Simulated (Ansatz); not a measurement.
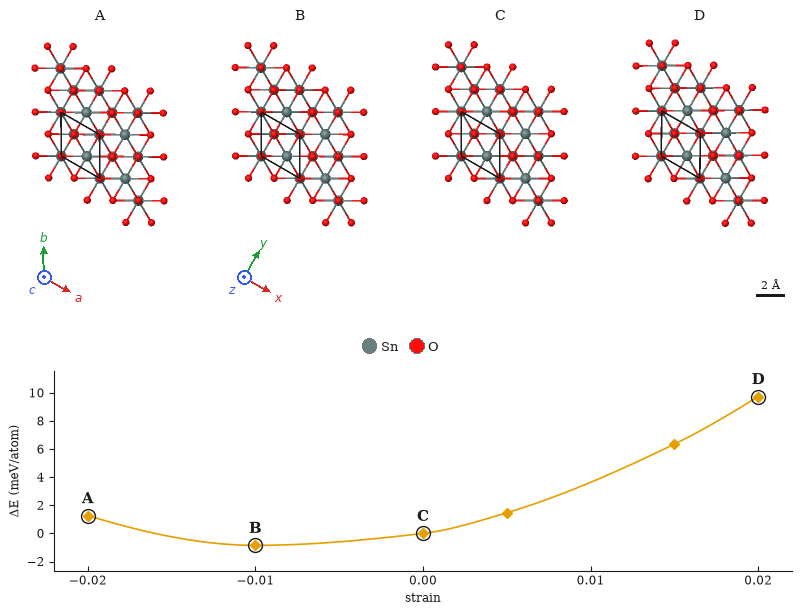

Solid SnO$_{2}$ (R-3m): the cell is strained along y alone, with the atoms kept at their fractional coordinates. x, y and z are the Cartesian axes of the input. The lettered frames are marked on the plot. The picture is a ball-and-stick view of the conventional cell (3 times the calculation's cell), repeated 2 × 2 × 1 with one cell outlined, seen along the c axis. Lengths and directions refer to the drawn axes.

Theory: Ansatz 0.2.0, DFT PBE+D3(BJ), scalar-relativistic, plane waves, PAW. (plane-wave cutoff 420 eV; k-point mesh 12 × 12 × 12; occupations gaussian; smearing width 0.05 eV; no spin polarisation). Energies (free energies at the smearing named) are counted from the cell as listed in its source, which wasn't relaxed.

> Describe the profile.

The lowest computed point lies at the strain −0.01 (−0.8 meV/atom). At the ends of the scan the energy is 1.3 meV/atom (−0.02) and 9.7 meV/atom (0.02). The unrelaxed reference is under a pressure of −2.7 GPa, which tilts the curve. The distortion takes the space group from R-3m to C2/m. At the strain −0.02 the cell of the drawing goes b 3.234 → 3.186 Å, γ 120.0° → 120.5°.

The computed points:

| strain | ΔE (meV/atom) |
| --- | --- |
| −0.020 | 1.3 |
| −0.010 | −0.8 |
| 0.000 | 0.0 |
| 0.005 | 1.5 |
| 0.015 | 6.4 |
| 0.020 | 9.7 |
